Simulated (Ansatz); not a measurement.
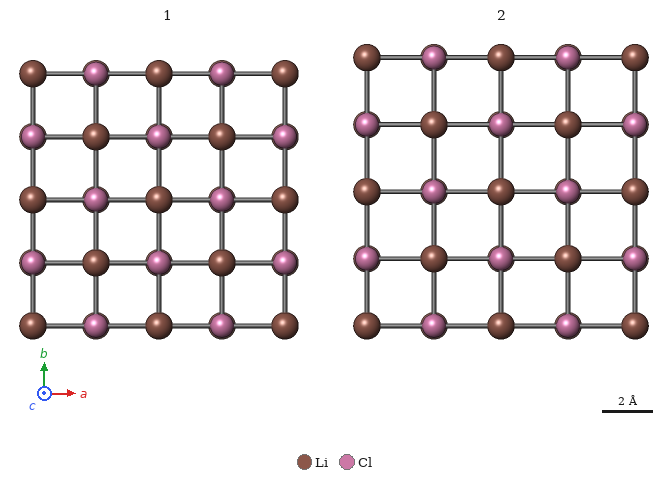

Two geometries of crystalline LiCl (a generated structure, set up in Fm-3m), drawn at one scale. One is the start of a relaxation, the other its converged end. Style: ball-and-stick. Shown: the conventional cell (4 times the calculation's cell), repeated 2 × 2 × 1 with one cell outlined, along the c axis. Lengths and directions refer to the drawn axes.

Theory: DFT PBEsol, scalar-relativistic, plane waves, PAW (Ansatz 0.2.0). Set-up: plane-wave cutoff 420 eV; k-point mesh 8 × 8 × 8; occupations gaussian; smearing width 0.02 eV; no spin polarisation; cell and atoms relaxed; force threshold 0.01 eV/Å; at most 60 steps.

### Which one is relaxed?

Structure 1 is the relaxed one. Case: Cs → Li, I → Cl on all its sites, cell and atoms relaxed. The energy falls by 0.107 eV per cell of the calculation in 3 accepted moves (4 points after the start). All forces vanish by symmetry, so only the cell relaxes. The pressure goes from −4.36 to −0.04 GPa. The SCF was repeated once at an unchanged geometry on a basis and grid sized afresh for the cell, which shifted the energy by 0.1 meV per cell of the calculation at most. The atoms keep their places relative to the cell (all moves are under 0.005 Å). The drawn cell changes as follows: a = b = c 5.389 → 5.066 Å (−6.0 %); the volume changes by −16.9 %. Some distances before and after: Cl–Li 2.694 → 2.533 Å. The space group stays Fm-3m (No. 225).
